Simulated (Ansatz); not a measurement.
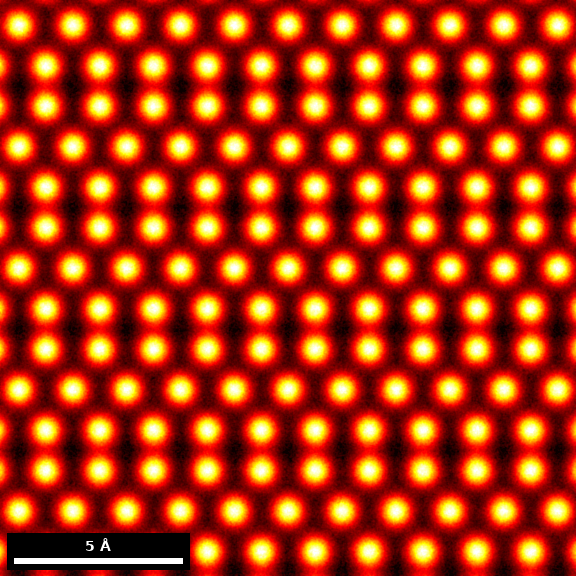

iDPC-like image of a crystal. Simulated as the projected potential of neutral atoms (B = 0.5 Å²) blurred by a 0.51 Å probe, the thin-sample limit of integrated differential phase contrast. The display is stretched by a gamma of 0.8; percentages refer to the linear signal. Shot noise was added.

### Measure the repeat of the pattern.

The pattern repeats on a rectangular net of 1.6 × 3.6 Å.

### Which plane group does this projection have?

p2mm: mirror lines in two perpendicular directions, with twofold points where they cross.

### How many columns does the smallest repeating cell hold, and how many levels of brightness?

3 columns in the primitive cell of 5.8 Å², all of one brightness.

The crystal is Cu (P6/mmm, No. 191) seen along [102]. Structure used: a calculation's starting geometry; the starting structure was generated, so it need not be a known form of this composition.
